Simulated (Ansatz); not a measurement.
# Geometry relaxation of Ag

The run: geometry relaxation of Ag (1 atom in the cell). Method and program: DFT PBE, scalar-relativistic, plane waves, PAW, no spin polarisation (Ansatz 0.2.0).

The structure derives from a Materials Project entry. Figures and captions count atoms from 1; the log counts them from 0 in places.

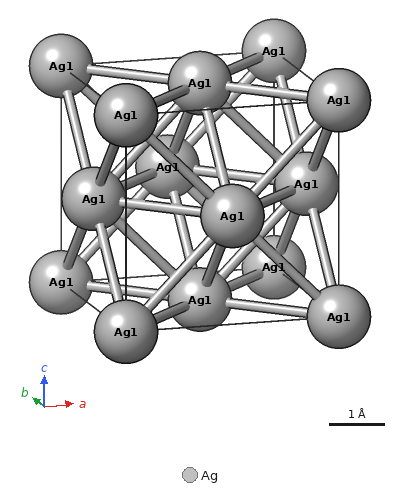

Figure 1. The structure as given in the input (ball-and-stick view of the cell 4 times as large as that of the calculation, set on its symmetry axes, seen slightly off an axis; atoms are numbered from 1 in the order of the input). Near neighbours in the crystal (not all of them lie inside the picture): Ag has 12 Ag at 2.90 Å.

Input:
```yaml
crystal:
  lattice:
    - [0.0, 2.05217818, 2.05217818]
    - [2.05217818, 0.0, 2.05217818]
    - [2.05217818, 2.05217818, 0.0]
  atoms:
    - { symbol: Ag, position: [0.0, 0.0, 0.0] }
basis:
  ecutwfc: 420
kpoints:
  mp_grid: { grid: [18, 18, 18] }
hamiltonian:
  xc: pbe
scf:
  occupations: { method: gaussian, width: 0.1 }
output:
  forces: true
  stress: true
  eigenvalues: true
  write_density: true
  write_potential: true
  elf: true
  volumetric_format: npy
relax:
  adjacent_minimum: "off"
  f_tol: 0.005
  max_steps: 80
  cell: { stress_tol: 0.05 }
```

Run on 4 threads of Intel Xeon @ 2.70GHz, 189 GiB of memory available, shared host.

Launch command:
```bash
ansatz run input.yaml --threads 4 --pin off --max-ram 8192MiB --backend cpu --events-out ev --progress --plain --runs-dir out
```

The program's output:
```
Engine: ansatz 0.2.0, x86_64-unknown-linux-gnu
Pseudopotentials: kind: paw
Pseudopotential: Ag, paw, valence charge 19, recommended cutoff 420 eV (normal), Ag.paw.azcp
Functional definition: PBE
  parameter kappa = 0.804
  parameter beta = 0.06672455060314922
  exchange = pbe_x(kappa = kappa, mu = beta*pi^2/3)
  correlation = pbe_c(beta = beta)
Crystal: 1 atoms, lattice volume = 17.285 Å³
Basis set: ecut = 420 eV, 331 PW (Γ), exchange–correlation on 40×40×40 points (8 copies of the dense FFT grid, shifted against one another)
Bands: 14, of which v1, the nominal top of the filled ones, is band 10 counted from 1 (9 counted from 0)
Symmetry: 48 space group operations
Space group: Fm-3m (ITA 225), of the structure as read, at distance tolerance 2.6e-5 Å
k-points: 195 of 5832
Non-local potential: Ag, projectors of the file, l = 0: 3, l = 1: 2, l = 2: 2, l = 3: 1
PAW form: soft (Blöchl's): semilocal exchange-correlation on the pseudo side does not see the compensation charge
PAW one-centre angular grid: Ag, 590 points (default); XC on 64 Gauss nodes
Initial density: superposition of atomic densities (neutral atoms: chi_scale 0, normalization atom), corrected by the library's trained network
Initial wavefunctions: pseudopotential atomic-orbital guess
Functional: x = pbe(κ = 0.804, μ = 0.2195149727645171), c = pbe(β = 0.06672455060314922)
SCF iter   1: F=—  HF=-7590.551190 eV  |F-HF|=—  |Δ(HF+E_count)|=         —  Δρ=8.11e-4  dr2=1.54e-5  ethr=1.77e-3  ⟨swp⟩=4.6  Hψ=13539  notcnv=0
preconditioner: auto → none  [insulator: Δε(μ)=0.163 eV  Ē_g=16.125 eV  σ=0.100 eV  W_gap=0.65  n_scr=8 (ndim 8)  ℏωp=29.6 eV  f_vac=0.000  D(μ)=0.20/eV (n_scr^D=0)  ε∞_Penn≈4.4]
SCF iter   2: F=—  HF=-7590.551381 eV  |F-HF|=—  |Δ(HF+E_count)|=   1.91e-4  Δρ=4.28e-4  dr2=4.81e-6  ethr=8.12e-8  ⟨swp⟩=2.1  Hψ=6192  notcnv=0
SCF iter   3: F=—  HF=-7590.551416 eV  |F-HF|=—  |Δ(HF+E_count)|=   3.51e-5  Δρ=2.17e-4  dr2=6.60e-6  ethr=2.53e-8  ⟨swp⟩=2.0  Hψ=4517  notcnv=0
SCF iter   4: F=—  HF=-7590.551415 eV  |F-HF|=—  |Δ(HF+E_count)|=   1.10e-6  Δρ=3.52e-5  dr2=1.77e-7  ethr=2.53e-8  ⟨swp⟩=2.1  Hψ=3721  notcnv=0
iter 5 did not close the SCF: its close was put off for the readings that it lacked (scf_convergence_deferred on its scf_iter line)
SCF iter   5: F=-7590.551415 eV  HF=-7590.551415 eV  |F-HF|=1.59e-9  |Δ(HF+E_count)|=   4.20e-8  Δρ=4.01e-6  dr2=3.14e-10  ethr=9.33e-10  ⟨swp⟩=2.1  Hψ=3743  notcnv=0
SCF iter   6: F=-7590.551415 eV  HF=-7590.551415 eV  |F-HF|=9.09e-11  |Δ(HF+E_count)|=   1.62e-9  Δρ=8.40e-7  dr2=1.09e-10  ethr=1.65e-12  ⟨swp⟩=4.8  Hψ=13333  notcnv=0
SCF 1 converged in 6 iterations: F = -7590.551415 eV  dr2 = 1.09e-10
  greatest PAW one-centre occupation: 1.000 electrons in one spin orbital (limit 2), on the Ag atom at site 0 (counted from 0), in its partial waves of l = 0
relax step   1: F+E_penalty+E_count = -7590.55141469 eV  Δ(F+E_penalty+E_count) = +0.000e0 eV  max|allowed force component| = 0.000e0 eV/Å  Δτ_max = 0.0000 Å  P = +3.148 GPa  Ω = 17.285 Å³  (6 SCF iters, dr2 threshold 1.00e-7 eV, accepted)
Crystal: 1 atoms, lattice volume = 18.254 Å³
Basis set: ecut = 420 eV, 339 PW (Γ), exchange–correlation on 40×40×40 points (8 copies of the dense FFT grid, shifted against one another)
Initial density: handed on by an earlier stage of this run
Initial wavefunctions: those handed on with the density
iter 1 solved again at ethr=2.94e-5 eV; its pass at ethr=3.10e-3 eV (dr2=5.58e-3 eV) is discarded
SCF iter   1: F=—  HF=-7590.555175 eV  |F-HF|=—  |Δ(HF+E_count)|=         —  Δρ=5.20e-3  dr2=5.70e-3  ethr=2.94e-5  ⟨swp⟩=1.0  Hψ=18564  notcnv=0
preconditioner: auto → none  [insulator: Δε(μ)=0.121 eV  Ē_g=15.642 eV  σ=0.100 eV  W_gap=0.57  n_scr=8 (ndim 8)  ℏωp=28.8 eV  f_vac=0.000  D(μ)=0.24/eV (n_scr^D=0)  ε∞_Penn≈4.4]
SCF iter   2: F=—  HF=-7590.553924 eV  |F-HF|=—  |Δ(HF+E_count)|=   1.25e-3  Δρ=3.19e-3  dr2=1.05e-3  ethr=2.94e-5  ⟨swp⟩=2.1  Hψ=3901  notcnv=0
SCF iter   3: F=—  HF=-7590.553612 eV  |F-HF|=—  |Δ(HF+E_count)|=   3.12e-4  Δρ=8.13e-4  dr2=6.57e-5  ethr=5.51e-6  ⟨swp⟩=2.3  Hψ=4102  notcnv=0
SCF iter   4: F=—  HF=-7590.553588 eV  |F-HF|=—  |Δ(HF+E_count)|=   2.40e-5  Δρ=6.89e-5  dr2=2.96e-7  ethr=3.46e-7  ⟨swp⟩=2.0  Hψ=3943  notcnv=0
SCF iter   5: F=-7590.553588 eV  HF=-7590.553588 eV  |F-HF|=2.16e-9  |Δ(HF+E_count)|=   1.79e-7  Δρ=5.88e-6  dr2=1.90e-9  ethr=5.26e-10  ⟨swp⟩=7.2  Hψ=16183  notcnv=0
SCF 2 converged in 5 iterations: F = -7590.553588 eV  dr2 = 1.90e-9
relax step   2: F+E_penalty+E_count = -7590.55358841 eV  Δ(F+E_penalty+E_count) = -2.174e-3 eV  max|allowed force component| = 0.000e0 eV/Å  Δτ_max = 0.0000 Å  P = -1.974 GPa  Ω = 18.254 Å³  energy of the carried Pulay correction = -3.941e-4 eV  (5 SCF iters, dr2 threshold 1.00e-7 eV, accepted)
Crystal: 1 atoms, lattice volume = 17.868 Å³
iter 1 solved again at ethr=4.74e-6 eV; its pass at ethr=3.10e-3 eV (dr2=9.00e-4 eV) is discarded
SCF iter   1: F=—  HF=-7590.556615 eV  |F-HF|=—  |Δ(HF+E_count)|=         —  Δρ=2.04e-3  dr2=8.49e-4  ethr=4.74e-6  ⟨swp⟩=1.4  Hψ=17777  notcnv=0
preconditioner: auto → none  [insulator: Δε(μ)=0.142 eV  Ē_g=15.780 eV  σ=0.100 eV  W_gap=0.61  n_scr=8 (ndim 8)  ℏωp=29.1 eV  f_vac=0.000  D(μ)=0.21/eV (n_scr^D=0)  ε∞_Penn≈4.4]
SCF iter   2: F=—  HF=-7590.556428 eV  |F-HF|=—  |Δ(HF+E_count)|=   1.87e-4  Δρ=1.22e-3  dr2=1.50e-4  ethr=4.47e-6  ⟨swp⟩=2.1  Hψ=3906  notcnv=0
SCF iter   3: F=—  HF=-7590.556373 eV  |F-HF|=—  |Δ(HF+E_count)|=   5.50e-5  Δρ=3.09e-4  dr2=9.08e-6  ethr=7.88e-7  ⟨swp⟩=2.3  Hψ=4051  notcnv=0
SCF iter   4: F=—  HF=-7590.556375 eV  |F-HF|=—  |Δ(HF+E_count)|=   2.20e-6  Δρ=2.47e-5  dr2=3.63e-8  ethr=5.26e-10  ⟨swp⟩=5.9  Hψ=14664  notcnv=0
SCF iter   5: F=-7590.556375 eV  HF=-7590.556375 eV  |F-HF|=2.64e-10  |Δ(HF+E_count)|=   2.06e-8  Δρ=2.11e-6  dr2=2.36e-10  ethr=1.91e-10  ⟨swp⟩=4.0  Hψ=12775  notcnv=0
SCF 3 converged in 5 iterations: F = -7590.556375 eV  dr2 = 2.36e-10
relax step   3: F+E_penalty+E_count = -7590.55637512 eV  Δ(F+E_penalty+E_count) = -2.787e-3 eV  max|allowed force component| = 0.000e0 eV/Å  Δτ_max = 0.0000 Å  P = -0.164 GPa  Ω = 17.868 Å³  energy of the carried Pulay correction = -2.397e-4 eV  (5 SCF iters, dr2 threshold 1.00e-7 eV, accepted)
Crystal: 1 atoms, lattice volume = 17.836 Å³
iter 1 solved again at ethr=2.42e-8 eV; its pass at ethr=3.10e-3 eV (dr2=4.60e-6 eV) is discarded
SCF iter   1: F=—  HF=-7590.556406 eV  |F-HF|=—  |Δ(HF+E_count)|=         —  Δρ=1.71e-4  dr2=5.97e-6  ethr=2.42e-8  ⟨swp⟩=2.1  Hψ=17146  notcnv=0
preconditioner: auto → none  [insulator: Δε(μ)=0.142 eV  Ē_g=15.814 eV  σ=0.100 eV  W_gap=0.61  n_scr=8 (ndim 8)  ℏωp=29.2 eV  f_vac=0.000  D(μ)=0.21/eV (n_scr^D=0)  ε∞_Penn≈4.4]
SCF iter   2: F=—  HF=-7590.556405 eV  |F-HF|=—  |Δ(HF+E_count)|=   7.18e-7  Δρ=1.03e-4  dr2=1.06e-6  ethr=2.42e-8  ⟨swp⟩=2.1  Hψ=3928  notcnv=0
SCF iter   3: F=—  HF=-7590.556405 eV  |F-HF|=—  |Δ(HF+E_count)|=   3.33e-7  Δρ=2.68e-5  dr2=6.72e-8  ethr=5.59e-9  ⟨swp⟩=2.3  Hψ=4037  notcnv=0
SCF iter   4: F=-7590.556405 eV  HF=-7590.556405 eV  |F-HF|=1.66e-10  |Δ(HF+E_count)|=   1.14e-8  Δρ=2.15e-6  dr2=2.69e-10  ethr=3.54e-10  ⟨swp⟩=6.0  Hψ=11869  notcnv=0
SCF 4 converged in 4 iterations: F = -7590.556405 eV  dr2 = 2.69e-10
relax step   4: F+E_penalty+E_count = -7590.55640465 eV  Δ(F+E_penalty+E_count) = -2.953e-5 eV  max|allowed force component| = 0.000e0 eV/Å  Δτ_max = 0.0000 Å  P = -0.000 GPa  Ω = 17.836 Å³  energy of the carried Pulay correction = -2.267e-4 eV  (4 SCF iters, dr2 threshold 6.72e-8 eV, accepted)
Initial wavefunctions: pseudopotential atomic-orbital guess (no wavefunctions were taken with the density)
iter 1 solved again at ethr=2.85e-9 eV; its pass at ethr=3.10e-3 eV (dr2=5.41e-7 eV) is discarded
SCF iter   1: F=—  HF=-7590.556611 eV  |F-HF|=—  |Δ(HF+E_count)|=         —  Δρ=8.75e-5  dr2=2.48e-7  ethr=2.85e-9  ⟨swp⟩=3.1  Hψ=21260  notcnv=0
preconditioner: auto → none  [insulator: Δε(μ)=0.142 eV  Ē_g=15.816 eV  σ=0.100 eV  W_gap=0.61  n_scr=8 (ndim 8)  ℏωp=29.2 eV  f_vac=0.000  D(μ)=0.21/eV (n_scr^D=0)  ε∞_Penn≈4.4]
SCF iter   2: F=—  HF=-7590.556612 eV  |F-HF|=—  |Δ(HF+E_count)|=   6.74e-7  Δρ=3.94e-5  dr2=7.13e-8  ethr=1.30e-9  ⟨swp⟩=2.9  Hψ=4643  notcnv=0
SCF iter   3: F=—  HF=-7590.556612 eV  |F-HF|=—  |Δ(HF+E_count)|=   3.27e-8  Δρ=1.77e-5  dr2=1.26e-8  ethr=3.75e-10  ⟨swp⟩=2.3  Hψ=3687  notcnv=0
SCF iter   4: F=—  HF=-7590.556612 eV  |F-HF|=—  |Δ(HF+E_count)|=   8.53e-9  Δρ=2.14e-6  dr2=1.89e-10  ethr=6.61e-11  ⟨swp⟩=2.8  Hψ=4502  notcnv=0
SCF iter   5: F=-7590.556612 eV  HF=-7590.556612 eV  |F-HF|=0.00e0  |Δ(HF+E_count)|=  3.85e-10  Δρ=2.31e-8  dr2=5.48e-14  ethr=1.00e-12  ⟨swp⟩=3.0  Hψ=10994  notcnv=0
SCF 5 converged in 5 iterations: F = -7590.556612 eV  dr2 = 5.48e-14
relax step   5: F+E_penalty+E_count = -7590.55661213 eV  Δ(F+E_penalty+E_count) = -2.075e-4 eV  max|allowed force component| = 0.000e0 eV/Å  Δτ_max = 0.0000 Å  P = -0.013 GPa  Ω = 17.836 Å³  stress off target by 1.30e-2 GPa  SCF on the basis re-selected at this cell (its energy is not comparable with the rows above)  (5 SCF iters)
```

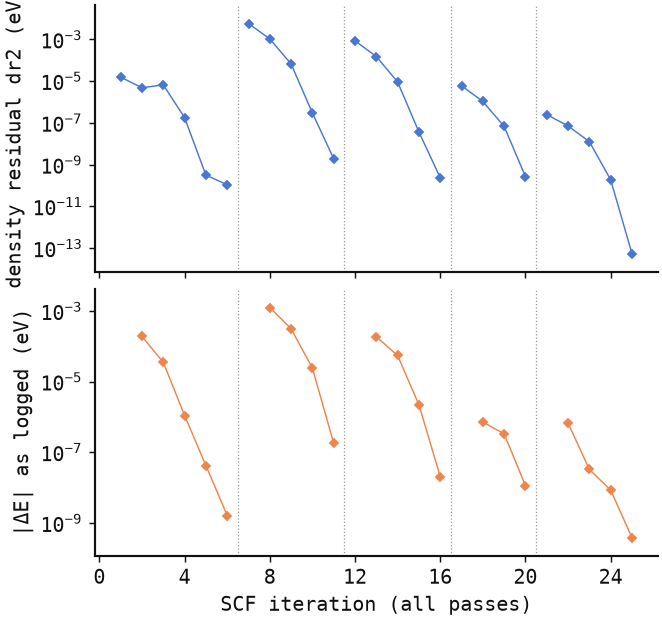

Figure 2. Convergence of the self-consistent field: density residual dr2 and size of the energy change against the SCF iteration. The dotted lines part the SCF passes of the relaxation: geometry steps, rejected trials and re-solves on a re-selected basis. The 5 passes take 4 to 6 iterations each, 25 in all.

```
basis re-selected at this cell: Δ(F+E_penalty+E_count) = -2.075e-4 eV, ΔP = -0.013 GPa vs the last step (what re-selecting the basis moved, of the pressure what is left beyond the Pulay correction that the steps carried, after the strain that the cell walked since its last selection, with what the two solves' SCF thresholds leave and, on support functions, any second-order correction that the steps lacked; it is no measure of the basis error at this ecutwfc). This SCF's stress stands 1.30e-2 GPa from its target on what of the cell is left free (relax.cell.stress_tol is 5.00e-2 GPa) and its largest allowed force component is 0.00e0 eV/Å (relax.f_tol is 5.00e-3 eV/Å): within both
SCF converged after 5 iterations
Free energy (F): -7590.556612 eV
Harris-Foulkes:  -7590.556612 eV  (|F-HF|=0.00e0)
Internal energy: -7590.555538 eV  (E = F + TS)
E sigma→0 (E₀):  -7590.556075 eV
Entropy (-TS):   -0.001074 eV (-1.074 meV/atom)
Fermi energy:    16.334608 eV
--- Per-component energies (eV) ---
  E_band       = -250.629429
  E_kinetic    = 526.976241
  E_local      = -2263.796761  (includes V_loc(G=0)·N_el)
  E_nonlocal   = 80.041642
  E_hartree    = 1026.185906
  E_xc         = -184.724705
  E_vxc        = -234.699485  (∫ρ·V_xc dr)
  E_paw        = -3902.016922  (= ΣΔE_a)
  E_vpaw       = -411.523214  (= ΣTr[D̂ρ^β])
  E_aug_tail   = 0.000328  (compensation charges beyond the density's cutoff)
  E_ewald      = -2873.221268
  E_smearing   = -0.001074  (= −TS)
  E_closure    = -0.000000  (closes the sum)
  Σ components = -7590.556612   (vs F -7590.556612, Δ=0.00e0)
--- Forces (eV/Å), atoms counted from 1 ---
  atom   1  Ag    -0.00000000     0.00000000    -0.00000000
  max |Σ_I F_I| component: 2.05e-32 eV/Å
--- Stress (GPa, compression-positive) ---
       -0.013012      -0.000000       0.000000
       -0.000000      -0.013012      -0.000000
       -0.000000      -0.000000      -0.013012
  P = ⅓ Tr σ = -0.0130 GPa (-0.130 kbar)
--- Band table (eV; the first three rows and the last of 195) ---
  k-point 0: bands = ["-75.4846", "-38.8899", "-38.8899", "-38.8899", "8.9086", "11.7376", "11.7376", "11.7376", "12.6964", "12.6964", "32.1572", "35.4810", "35.4810", "35.4810"]
  k-point 1: bands = ["-75.4842", "-38.8940", "-38.8905", "-38.8905", "9.0021", "11.7170", "11.7628", "11.7628", "12.6868", "12.6868", "32.1655", "34.6638", "35.5103", "35.5103"]
  k-point 2: bands = ["-75.4830", "-38.9060", "-38.8923", "-38.8923", "9.2725", "11.6693", "11.8284", "11.8284", "12.6682", "12.6682", "31.8404", "33.3490", "35.5765", "35.5765"]
  k-point 194: bands = ["-75.4663", "-38.9883", "-38.9749", "-38.9435", "10.8955", "11.2570", "11.7482", "12.7385", "13.6284", "21.4916", "22.8202", "23.0226", "24.3713", "37.5491"]
--- Relaxed structure (4 steps of the walk, 4 accepted, 1 SCFs on fresh bases) ---
  F+E_penalty+E_count = -7590.55661213 eV   max|allowed force component| = 0.000e0 eV/Å   (the final SCF, on the basis selected at the relaxed cell)
  cell:  # Å, volume = 17.8360 Å³
    - [2.0699948876427344e-35, 2.0737491133329153, 2.0737491133329153]
    - [2.0737491133329153, 1.7515341363799686e-34, 2.0737491133329153]
    - [2.0737491133329153, 2.0737491133329153, -1.0031513689763194e-34]
  atoms:
    - { symbol: Ag, position: [0.0, 0.0, 0.0] }
```

Trajectory as extended XYZ (Å, eV, eV/Å), 5 frames, from step=1 to step=5:
```
1
Lattice="0.0000 2.0522 2.0522 2.0522 0.0000 2.0522 2.0522 2.0522 0.0000" Properties=species:S:1:pos:R:3:forces:R:3 step=1 energy=-7590.55141 pressure_GPa=3.15
Ag    0.0000    0.0000    0.0000    0.0000   0.0000   0.0000
1
Lattice="0.0000 2.0898 2.0898 2.0898 0.0000 2.0898 2.0898 2.0898 0.0000" Properties=species:S:1:pos:R:3:forces:R:3 step=2 energy=-7590.55359 pressure_GPa=-1.97
Ag    0.0000    0.0000    0.0000    0.0000   0.0000   0.0000
1
Lattice="0.0000 2.0750 2.0750 2.0750 0.0000 2.0750 2.0750 2.0750 0.0000" Properties=species:S:1:pos:R:3:forces:R:3 step=3 energy=-7590.55638 pressure_GPa=-0.16
Ag    0.0000    0.0000    0.0000    0.0000   0.0000   0.0000
1
Lattice="0.0000 2.0737 2.0737 2.0737 0.0000 2.0737 2.0737 2.0737 0.0000" Properties=species:S:1:pos:R:3:forces:R:3 step=4 energy=-7590.55641 pressure_GPa=-0.00
Ag    0.0000    0.0000    0.0000    0.0000   0.0000   0.0000
1
Lattice="0.0000 2.0737 2.0737 2.0737 0.0000 2.0737 2.0737 2.0737 0.0000" Properties=species:S:1:pos:R:3:forces:R:3 step=5 energy=-7590.55661 pressure_GPa=-0.01
Ag    0.0000    0.0000    0.0000    0.0000   0.0000   0.0000
```

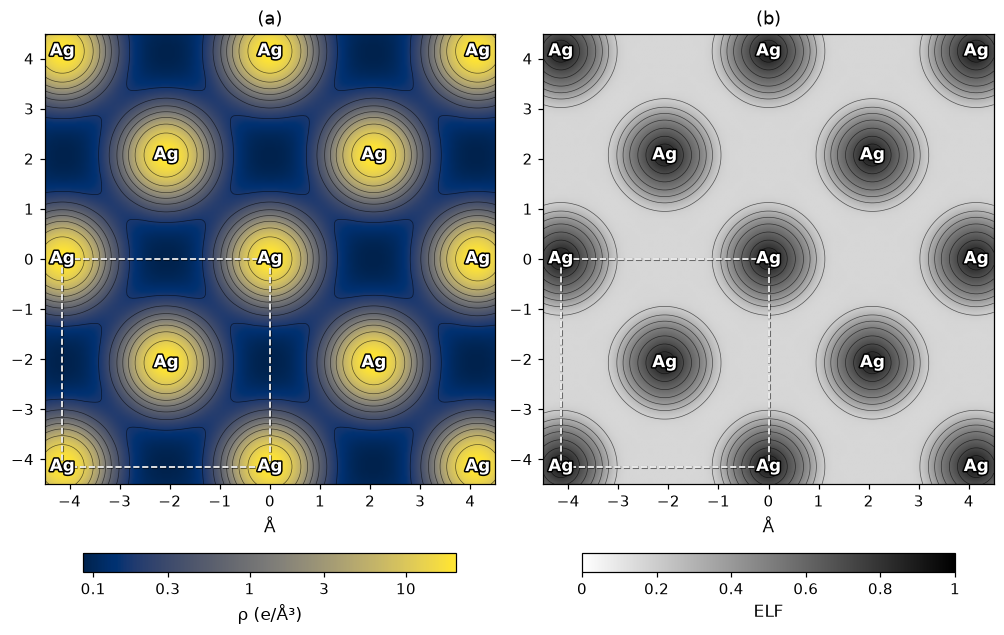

Figure 3. (a) valence pseudo-density; (b) ELF on the (100) plane of the conventional cell. Atoms in the plane: Ag. Ag–Ag (2.93 Å): ρ at the midpoint is about 0.2 e/Å³; the ELF is about 0.15 at the midpoint; no localised pair between them. Away from the nuclei the density in this plane falls to 0.09 e/Å³ at its lowest. The strong features right at Ag lie inside the PAW spheres (semicore, d or f shells) and say nothing about bonding. The fields are those of the smooth PAW valence density.

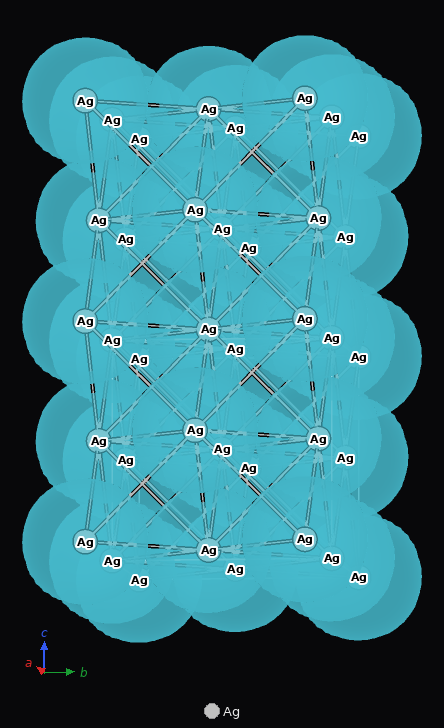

Figure 4. Isosurface of the valence electron density at 0.3 e/Å³ (cyan), seen at an oblique angle. Sticks mark near contacts. The outline is the cell set on symmetry axes. At this value the density breaks into separate islands; it holds about 90 % of the electrons treated as valence (semicore included). It is pinched off along the Ag–Ag (2.93 Å) contacts. On the grid the lowest density along these lines, outside the cores, is 0.2 e/Å³ (Ag–Ag, 2.93 Å).

Results in brief:

- outcome: converged
- space group (tolerance 0.01 Å): Fm-3m (225)
- electrons treated: 19
- free energy: −7590.5566 eV
- Fermi energy: 16.335 eV
- gap on the k-point mesh: none (metallic)
- pressure: −0.01 GPa
- final volume: 17.84 Å³
- largest force (length of the vector) at the end: under 0.001 eV/Å
- final cell: a = 2.933 Å, b = 2.933 Å, c = 2.933 Å, α = 60.00°, β = 60.00°, γ = 60.00°
- wall time: 5.3 s (CPU time 17 s)
- peak memory: 0.37 GiB
